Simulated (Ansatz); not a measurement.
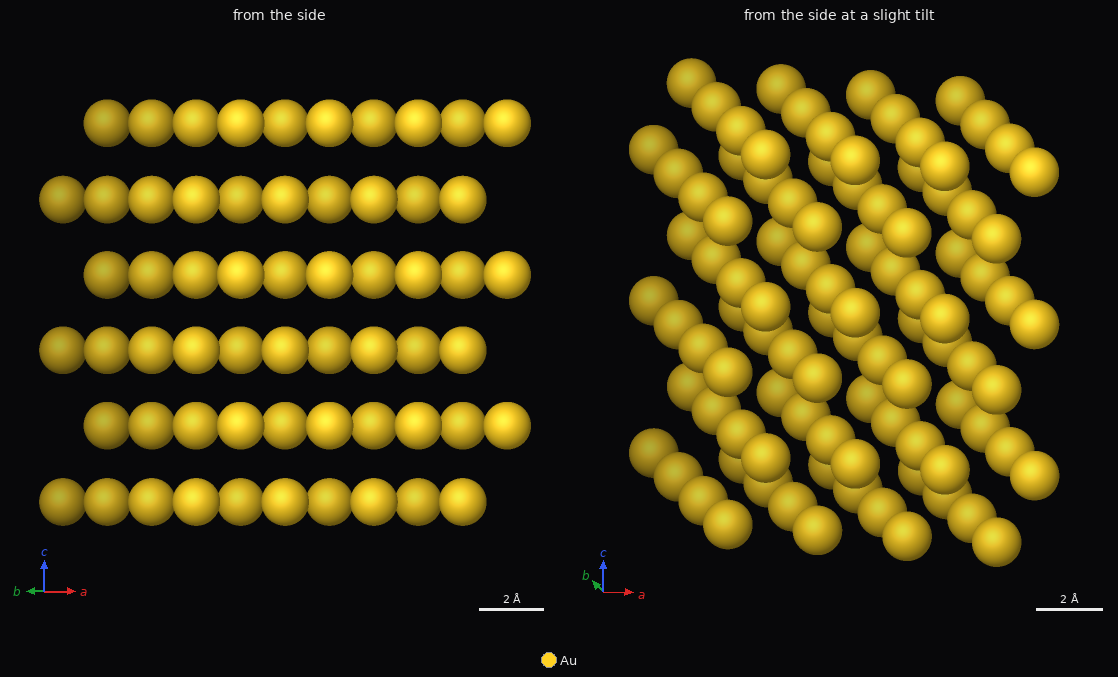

A spheres-only picture of a periodic slab, seen from the side and from the side at a slight tilt. The surface normal points up in side views; the vacuum is left out. 4×4 cells are drawn in the plane, with atoms at the edges repeated.

The cell holds 6 Au. The slab was cut from bulk Au (Cmcm).

Question: What height do the atoms span?

Answer: About 12 Å from the lowest to the highest atom.

Question: What is the stacking of atomic planes, top to bottom?

Answer: Six planes: Au / Au / Au / Au / Au / Au.

Question: Along which plane was the crystal cut?

Answer: (0 0 1).

Calculation details: Ansatz 0.2.0, DFT PBEsol, scalar-relativistic, plane waves, PAW; a cutoff energy of 420 eV, 14×14×1 k-mesh, Gaussian smearing of 0.1 eV, no spin polarisation.

Question: How large is the work function at the top and at the bottom?

Answer: 5.28 eV on both faces.

The model was built from a structure listed in the Materials Project, from which a slab was cut. The atoms were relaxed in a fixed cell with DFT PBEsol, scalar-relativistic, plane waves, PAW in Ansatz.
